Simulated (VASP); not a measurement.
# Band edges against the vacuum: GaAs(110)

Where do the bulk band edges lie against the vacuum outside GaAs(110)?

Calculated with VASP 6.6.1; r2SCAN; plane waves and PAW (Ga, As).

The experiments to compare with:

For GaAs, zincblende (commercial semi-insulating (001) wafer, relaxed), “Investigation of Radiation Effect on Structural and Optical Properties of GaAs under High-Energy Electron Irradiation” (2022, pmc:9457441) gives, by high-resolution XRD, reciprocal space mapping: lattice constant a (cubic a from (004) reciprocal space maps; peak position was aligned …) 5.653 Å [Peak position aligned to 66.049 deg for all samples, so the value is effectively fixed by …].

For GaAs, zincblende (semi-insulating GaAs(001) reference substrate, 300 K), “Evidence of valence band perturbations in GaAsN/GaAs(001): A combined variable-angle spectroscopic ellipsometry and modulated photoreflectance investigation” (2008, arxiv:0805.2212) gives, by modulated photoreflectance, low-field lineshape fit: band gap (direct gap E0 at Gamma from PR) 1.418 ± 0.005 eV.

### 1. Set-up

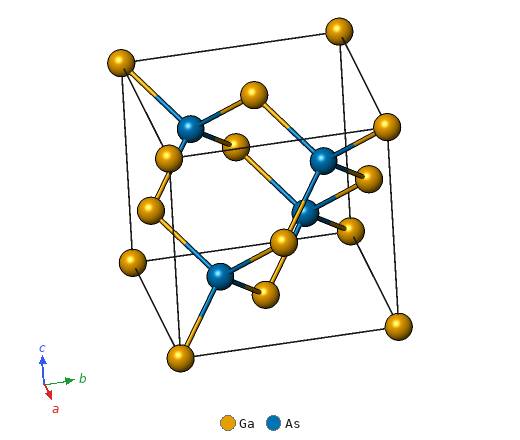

Start, viewed from a free direction; gallium orange, arsenic blue. This picture shows the conventional cell, with its axes. Bonds to atoms that aren't drawn are left out. Some periodic images of atoms are drawn too.

Coordinates:

```cif
data_structure
_symmetry_space_group_name_H-M 'F-43m'
_symmetry_Int_Tables_number 216
_cell_length_a 5.6500
_cell_length_b 5.6500
_cell_length_c 5.6500
_cell_angle_alpha 90.000
_cell_angle_beta 90.000
_cell_angle_gamma 90.000
_cell_volume 180.36
loop_
_atom_site_label
_atom_site_type_symbol
_atom_site_symmetry_multiplicity
_atom_site_Wyckoff_symbol
_atom_site_fract_x
_atom_site_fract_y
_atom_site_fract_z
_atom_site_occupancy
Ga1 Ga 4 a 0.00000 0.00000 0.00000 1
As1 As 4 d 0.25000 0.25000 0.75000 1
```

### 2. Relaxing the bulk crystal

The later steps need the crystal at this functional's own lattice; a raised cutoff keeps the stress reliable while the cell changes.

File INCAR:

```
SYSTEM = GaAs
PREC = Accurate
ENCUT = 350
EDIFF = 1E-06
NELM = 120
ISMEAR = 0
SIGMA = 0.03
LREAL = .FALSE.
ALGO = Normal
METAGGA = R2SCAN
LASPH = .TRUE.
NBANDS = 10
LORBIT = 11
LWAVE = .FALSE.
LCHARG = .FALSE.
KPAR = 4
IBRION = 2
NSW = 40
ISIF = 3
EDIFFG = -0.02
POTIM = 0.4
```

File POSCAR:

```
GaAs
1.0
    0.0000000000      2.8250000000      2.8250000000
    2.8250000000      0.0000000000      2.8250000000
    2.8250000000      2.8250000000      0.0000000000
Ga As
1 1
Direct
    0.0000000000      0.0000000000      0.0000000000
    0.2500000000      0.2500000000      0.2500000000
```

File KPOINTS:

```
Automatic mesh
0
Gamma
6 6 6
0 0 0
```

Potentials, in the order of the species: Ga and As (PBE family, release 64).

Launch:

```bash
$ mpirun -np 4 vasp_std
```

The log of the run:

```text
[banner, memory and clock lines left out]
running    4 mpi-ranks, on    1 nodes
 distrk:  each k-point on    1 cores,    4 groups
 distr:  one band on    1 cores,    1 groups

 POSCAR found type information on POSCAR GaAs
 POSCAR found :  2 types and       2 ions
|                                                                             |
|               ----> ADVICE to this user running VASP <----                  |
|                                                                             |
|     You enforced a specific xc type in the INCAR file but a different       |
|     [... a line on the potential file left out ...]
|     I HOPE YOU KNOW WHAT YOU ARE DOING!                                     |
|                                                                             |

 LDA part: xc-table for (None), standard interpolation
 POSCAR, INCAR and KPOINTS ok, starting setup
 FFT: planning ... GRIDC
 FFT: planning ... GRID_SOFT
 FFT: planning ... GRID
 WAVECAR not read
 entering main loop
       N       E                     dE             d eps       ncg     rms          rms(c)
DAV:   1    -0.669039156735E+01   -0.66904E+01   -0.29928E+03   320   0.528E+02
DAV:   2    -0.273375548432E+02   -0.20647E+02   -0.20290E+02   396   0.852E+01
DAV:   3    -0.279918520954E+02   -0.65430E+00   -0.65346E+00   386   0.163E+01
DAV:   4    -0.279944491268E+02   -0.25970E-02   -0.25968E-02   362   0.118E+00
DAV:   5    -0.279944575377E+02   -0.84108E-05   -0.84108E-05   372   0.667E-02    0.404E+00
DAV:   6    -0.270488804944E+02    0.94558E+00   -0.37418E-01   326   0.337E+00    0.262E+00
DAV:   7    -0.270433639356E+02    0.55166E-02   -0.16719E-01   344   0.196E+00    0.624E-01
DAV:   8    -0.270433386155E+02    0.25320E-04   -0.11328E-02   358   0.548E-01    0.134E-01
DAV:   9    -0.270435417101E+02   -0.20309E-03   -0.48149E-04   364   0.160E-01    0.522E-02
DAV:  10    -0.270435708077E+02   -0.29098E-04   -0.46816E-05   366   0.382E-02    0.275E-02
DAV:  11    -0.270435887491E+02   -0.17941E-04   -0.25693E-05   346   0.404E-02    0.272E-03
DAV:  12    -0.270435893762E+02   -0.62710E-06   -0.44558E-07   310   0.338E-03
   1 F= -.27043589E+02 E0= -.27043589E+02  d E =-.270436E+02
 curvature:   0.00 expect dE= 0.000E+00 dE for cont linesearch  0.000E+00
 trial: gam= 0.00000 g(F)=  0.310E-46 g(S)=  0.320E-02 ort = 0.000E+00 (trialstep = 0.100E+01)
 search vector abs. value=  0.320E-02
 bond charge predicted
       N       E                     dE             d eps       ncg     rms          rms(c)
DAV:   1    -0.270459359863E+02   -0.23472E-02   -0.49822E-02   338   0.109E+00    0.241E-01
DAV:   2    -0.270451018754E+02    0.83411E-03   -0.26625E-03   340   0.273E-01    0.117E-01
DAV:   3    -0.270447933227E+02    0.30855E-03   -0.11020E-03   338   0.162E-01    0.511E-02
DAV:   4    -0.270447706286E+02    0.22694E-04   -0.38046E-05   362   0.404E-02    0.314E-02
DAV:   5    -0.270447616744E+02    0.89542E-05   -0.12866E-05   344   0.228E-02    0.122E-02
DAV:   6    -0.270447617441E+02   -0.69669E-07   -0.21814E-07   206   0.324E-03
   2 F= -.27044762E+02 E0= -.27044762E+02  d E =-.117237E-02
 trial-energy change:   -0.001172  1 .order   -0.001220   -0.003196    0.000757
 step:   0.7969(harm=  0.8085)  dis= 0.00000  next Energy=   -27.044839 (dE=-0.125E-02)
 bond charge predicted
       N       E                     dE             d eps       ncg     rms          rms(c)
DAV:   1    -0.270448835617E+02   -0.12189E-03   -0.20673E-03   346   0.223E-01    0.490E-02
DAV:   2    -0.270448503170E+02    0.33245E-04   -0.10832E-04   344   0.552E-02    0.239E-02
DAV:   3    -0.270448401509E+02    0.10166E-04   -0.45773E-05   334   0.329E-02    0.107E-02
DAV:   4    -0.270448407473E+02   -0.59641E-06   -0.15554E-06   302   0.820E-03
   3 F= -.27044841E+02 E0= -.27044841E+02  d E =-.125137E-02
 curvature:  -0.40 expect dE=-0.128E-07 dE for cont linesearch -0.128E-07
 trial: gam= 0.00000 g(F)=  0.563E-46 g(S)=  0.317E-07 ort =-0.101E-04 (trialstep = 0.959E+00)
 search vector abs. value=  0.318E-07
 reached required accuracy - stopping structural energy minimisation
```

Elapsed: 18 s, on 4 MPI ranks of Intel Xeon Platinum 8259CL at 2.50GHz (Skylake/Cascade Lake), shared host; peak memory 0.53 GiB; 71 s of CPU time.

The logs omit lines about the potential files and the build; timing stands in the text.

Parts of OUTCAR (step 2):

```text
ion  position               nearest neighbor table
   1  0.000  0.000  0.000-   2 2.45   2 2.45   2 2.45   2 2.45
   2  0.250  0.250  0.250-   1 2.45   1 2.45   1 2.45   1 2.45

  LATTYP: Found a face centered cubic cell.
 ALAT       =     5.6500000000

 Subroutine GETGRP returns: Found 24 space group operations
 (whereof 24 operations were pure point group operations)

The static configuration has the point symmetry T_d .

 Found     16 irreducible k-points:

   k-points           NKPTS =     16   k-points in BZ     NKDIM =     16   number of bands    NBANDS=     10

   dimension x,y,z NGX =    24 NGY =   24 NGZ =   24
   dimension x,y,z NGXF=    48 NGYF=   48 NGZF=   48

   ENCUT  =  350.0 eV  25.72 Ry    5.07 a.u.   6.09  6.09  6.09*2*pi/ulx,y,z

   NELECT =       8.0000    total number of electrons

 k-points in reciprocal lattice and weights: Automatic mesh
   0.00000000  0.00000000  0.00000000       0.005
   0.16666667  0.00000000  0.00000000       0.037
   0.33333333  0.00000000  0.00000000       0.037
   0.50000000  0.00000000  0.00000000       0.019
   0.16666667  0.16666667  0.00000000       0.028
   0.33333333  0.16666667  0.00000000       0.111
   0.50000000  0.16666667  0.00000000       0.111
  -0.33333333  0.16666667  0.00000000       0.111
  -0.16666667  0.16666667  0.00000000       0.056
[...]
-0.33333333  0.33333333  0.16666667       0.111
  -0.33333333  0.50000000  0.16666667       0.056

 average (electrostatic) potential at core
       1 -18.2320       2 -56.1206

 E-fermi :   2.5402

 k-point     1 :       0.0000    0.0000    0.0000
  band No.  band energies     occupation
      1     -10.7025      2.00000
      2       2.4118      2.00000
      3       2.4118      2.00000
      4       2.4118      2.00000
      5       3.3960      0.00000
      6       6.4908      0.00000
      7       6.4908      0.00000
      8       6.4908      0.00000
      9      10.6434      0.00000
    ...

 k-point     2 :       0.1667    0.0000    0.0000
  band No.  band energies     occupation
      1     -10.3967      2.00000
      2      -0.2750      2.00000
      3       2.0283      2.00000
      4       2.0283      2.00000
      5       4.4332      0.00000
      6       7.0528      0.00000
      7       7.0528      0.00000
      8       7.5167      0.00000
      9      11.9685      0.00000
    ...

 k-point     3 :       0.3333    0.0000    0.0000
  band No.  band energies     occupation
      1      -9.6000      2.00000
      2      -3.0396      2.00000
      3       1.4711      2.00000
      4       1.4711      2.00000
      5       4.0082      0.00000
      6       7.4907      0.00000
      7       7.4907      0.00000
      8      10.1879      0.00000
      9      11.8159      0.00000
    ...

  Total       -0.0007399     -0.0007399     -0.0007399      0.0000000      0.0000000     -0.0000000
  in kB       -0.0260084     -0.0260084     -0.0260084      0.0000000      0.0000000     -0.0000000
  external PRESSURE =      -0.0260084 kB  Pullay stress =       0.0000000 kB

  energy-cutoff  :      350.00
  volume of cell :       45.58
      direct lattice vectors                 reciprocal lattice vectors
    -0.000000000  2.835207837  2.835207837    -0.176353914  0.176353914  0.176353914
     2.835207837  0.000000000  2.835207837     0.176353914 -0.176353914  0.176353914
     2.835207837  2.835207837  0.000000000     0.176353914  0.176353914 -0.176353914

 POSITION                                       TOTAL-FORCE (eV/Angst)
 -----------------------------------------------------------------------------------
      0.00000      0.00000      0.00000         0.000000      0.000000      0.000000
      1.41760      1.41760      1.41760        -0.000000     -0.000000     -0.000000
 -----------------------------------------------------------------------------------
    total drift:                                0.000000      0.000000      0.000000

  FREE ENERGIE OF THE ION-ELECTRON SYSTEM (eV)
  ---------------------------------------------------
  free  energy   TOTEN  =       -27.0448407473 eV

  energy  without entropy=      -27.0448407473  energy(sigma->0) =      -27.04484075

 reached required accuracy - stopping structural energy minimisation

 total charge
# of ion       s       p       d       tot
------------------------------------------
    1        1.075   1.208   0.147   2.429
    2        1.203   1.639   0.029   2.872
--------------------------------------------------
tot          2.278   2.847   0.175   5.301

[... 3 further parts left out ...]
```

CONTCAR:

```
GaAs
   1.00000000000000
    -0.0000000000000000    2.8352078374761169    2.8352078374761169
     2.8352078374761169    0.0000000000000000    2.8352078374761169
     2.8352078374761169    2.8352078374761169    0.0000000000000000
  Ga              As
     1     1
Direct
     0.0000000000000000    0.0000000000000000    0.0000000000000000
     0.2500000000000000    0.2500000000000000    0.2500000000000000
```

The PAW data sets were made with PBE, which is usual practice but a small mismatch for other functionals. The data set Ga keeps the semicore shell frozen, which is cheaper and a little less accurate. The run keeps the 24 symmetry operations of its start, so it cannot find a distortion of lower symmetry.

Relaxation path:

```tsv
step	energy less that of the first step (eV)	largest force (eV/Å)	pressure (GPa)	volume (Å³)
1	0.0000	0.0000	0.83	45.09
2	-0.0012	0.0000	-0.20	45.71
3	-0.0013	0.0000	0.00	45.58
```

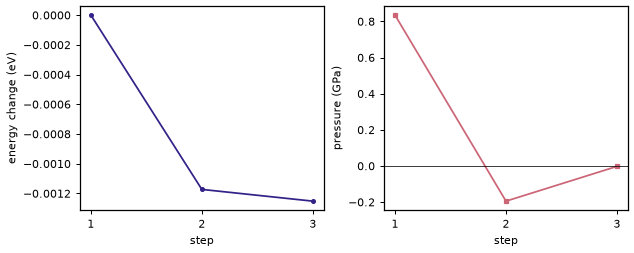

Energy and pressure along the relaxation.

```tsv
conventional cell, symmetrised	before	after	change
a (Å)	5.650	5.670	+0.4 %
b (Å)	5.650	5.670	+0.4 %
c (Å)	5.650	5.670	+0.4 %
volume (Å³/atom)	22.55	22.79	+1.1 %
```

Final coordinates:

```
Ga As
1.0
     0.00000    2.83521    2.83521
     2.83521    0.00000    2.83521
     2.83521    2.83521    0.00000
Ga As
1 1
Cartesian
  0.0000 0.0000 0.0000
  1.4176 1.4176 1.4176
```

This step gave:

```
electronic cycles   : 22
electrons           : 8
free energy (TOTEN) : -27.04 eV
Fermi energy        : 2.540 eV
```

The run ended after 3 ionic steps, 0.001 eV below its first step, once forces and stress met EDIFFG = -0.02.

### 3. Band edges of the bulk

A static bulk run at the slab's cutoff gives the band edges and the core potentials that tie them to the slab.

File INCAR:

```
SYSTEM = GaAs
PREC = Normal
ENCUT = 320
EDIFF = 1E-06
NELM = 120
ISMEAR = 0
SIGMA = 0.03
LREAL = .FALSE.
ALGO = Normal
METAGGA = R2SCAN
LASPH = .TRUE.
NBANDS = 10
LORBIT = 11
LWAVE = .FALSE.
LCHARG = .FALSE.
KPAR = 4
```

File POSCAR:

```
GaAs
1.0
    0.0000000000      2.8352078375      2.8352078375
    2.8352078375      0.0000000000      2.8352078375
    2.8352078375      2.8352078375      0.0000000000
Ga As
1 1
Direct
    0.0000000000      0.0000000000      0.0000000000
    0.2500000000      0.2500000000      0.2500000000
```

File KPOINTS:

```
Automatic mesh
0
Gamma
13 13 13
0 0 0
```

Launch:

```bash
$ mpirun -np 4 vasp_std
```

The log of the run:

```text
[banner, memory and clock lines left out]
running    4 mpi-ranks, on    1 nodes
 distrk:  each k-point on    1 cores,    4 groups
 distr:  one band on    1 cores,    1 groups

 POSCAR found type information on POSCAR GaAs
 POSCAR found :  2 types and       2 ions
 [... a notice as in an earlier step ...]

 LDA part: xc-table for (None), standard interpolation
 POSCAR, INCAR and KPOINTS ok, starting setup
 FFT: planning ... GRIDC
 FFT: planning ... GRID_SOFT
 FFT: planning ... GRID
 WAVECAR not read
 entering main loop
       N       E                     dE             d eps       ncg     rms          rms(c)
DAV:   1    -0.766346361834E+01   -0.76635E+01   -0.27791E+03  1680   0.485E+02
DAV:   2    -0.273894055885E+02   -0.19726E+02   -0.19142E+02  2192   0.831E+01
DAV:   3    -0.280181167965E+02   -0.62871E+00   -0.62807E+00  2104   0.155E+01
DAV:   4    -0.280202956378E+02   -0.21788E-02   -0.21787E-02  2008   0.104E+00
DAV:   5    -0.280203015310E+02   -0.58932E-05   -0.58932E-05  2040   0.546E-02    0.398E+00
DAV:   6    -0.270688106538E+02    0.95149E+00   -0.36423E-01  1740   0.331E+00    0.259E+00
DAV:   7    -0.270645178523E+02    0.42928E-02   -0.16251E-01  1906   0.192E+00    0.608E-01
DAV:   8    -0.270644588133E+02    0.59039E-04   -0.11682E-02  1870   0.546E-01    0.137E-01
DAV:   9    -0.270646545621E+02   -0.19575E-03   -0.49577E-04  1970   0.162E-01    0.510E-02
DAV:  10    -0.270646845018E+02   -0.29940E-04   -0.51312E-05  1946   0.395E-02    0.289E-02
DAV:  11    -0.270647032094E+02   -0.18708E-04   -0.28725E-05  1836   0.422E-02    0.316E-03
DAV:  12    -0.270647037332E+02   -0.52378E-06   -0.44453E-07  1530   0.343E-03
   1 F= -.27064704E+02 E0= -.27064704E+02  d E =-.264199E-19
```

Wall time 12 s (4 MPI ranks); peak memory 0.51 GiB; 48 s of CPU time.

From OUTCAR (step 3):

```text
  LATTYP: Found a face centered cubic cell.
 ALAT       =     5.6704156750

The static configuration has the point symmetry T_d .

 Found     84 irreducible k-points:

   k-points           NKPTS =     84   k-points in BZ     NKDIM =     84   number of bands    NBANDS=     10

   dimension x,y,z NGX =    18 NGY =   18 NGZ =   18
   dimension x,y,z NGXF=    36 NGYF=   36 NGZF=   36

   ENCUT  =  320.0 eV  23.52 Ry    4.85 a.u.   5.85  5.85  5.85*2*pi/ulx,y,z

   NELECT =       8.0000    total number of electrons

 E-fermi :   2.5793

 k-point     1 :       0.0000    0.0000    0.0000
  band No.  band energies     occupation
      1     -10.7112      2.00000
      2       2.4033      2.00000
      3       2.4033      2.00000
      4       2.4033      2.00000
      5       3.3888      0.00000
      6       6.4873      0.00000
      7       6.4873      0.00000
      8       6.4873      0.00000
      9      10.6436      0.00000
    ...

 k-point     2 :       0.0769    0.0000    0.0000
  band No.  band energies     occupation
      1     -10.6448      2.00000
      2       1.3888      2.00000
      3       2.3057      2.00000
      4       2.3057      2.00000
      5       4.0840      0.00000
      6       6.6280      0.00000
      7       6.6359      0.00000
      8       6.6359      0.00000
      9      11.0454      0.00000
    ...

  Total        0.0112115      0.0112115      0.0112115      0.0000000      0.0000000      0.0000000
  in kB        0.3940841      0.3940841      0.3940841      0.0000000      0.0000000      0.0000000
  external PRESSURE =       0.3940841 kB  Pullay stress =       0.0000000 kB

  energy-cutoff  :      320.00
  volume of cell :       45.58
      direct lattice vectors                 reciprocal lattice vectors
     0.000000000  2.835207838  2.835207838    -0.176353914  0.176353914  0.176353914
     2.835207838  0.000000000  2.835207838     0.176353914 -0.176353914  0.176353914
     2.835207838  2.835207838  0.000000000     0.176353914  0.176353914 -0.176353914

 POSITION                                       TOTAL-FORCE (eV/Angst)
 -----------------------------------------------------------------------------------
      0.00000      0.00000      0.00000        -0.000000     -0.000000     -0.000000
      1.41760      1.41760      1.41760         0.000000      0.000000      0.000000
 -----------------------------------------------------------------------------------
    total drift:                                0.000002      0.000002      0.000002

  FREE ENERGIE OF THE ION-ELECTRON SYSTEM (eV)
  ---------------------------------------------------
  free  energy   TOTEN  =       -27.0647037332 eV

  energy  without entropy=      -27.0647037332  energy(sigma->0) =      -27.06470373

 total charge
# of ion       s       p       d       tot
------------------------------------------
    1        1.079   1.206   0.146   2.430
    2        1.207   1.633   0.029   2.869
--------------------------------------------------
tot          2.285   2.839   0.175   5.299

[... 1 part as in an earlier step ...]

[... 7 further parts left out ...]
```

The gap is read on the k-mesh alone, so it is an upper bound where the band edges lie off the mesh.

Numbers from this step:

- electronic cycles: 12
- free energy (TOTEN): -27.06 eV
- Fermi energy: 2.579 eV
- metallic: no
- gap on the k-mesh: 0.9855 eV
- least direct gap on the k-mesh: 0.9855 eV

(Continued in part 2 of 3.)

[Lines on the potential files, build, host, timing and source positions are cut from VASP's logs without a mark.]

[Logs are printed without paths, hosts, clocks, repeated set-up lines and the standing remarks that a program may print on its own settings, such as how far it seeks lower states.]

[Hosts, paths, dates, database ids (printed as entryN), source tags and the programs' standing remarks are cut or masked in the printed files.]

[Runs that stopped without an error message from VASP are left out.]
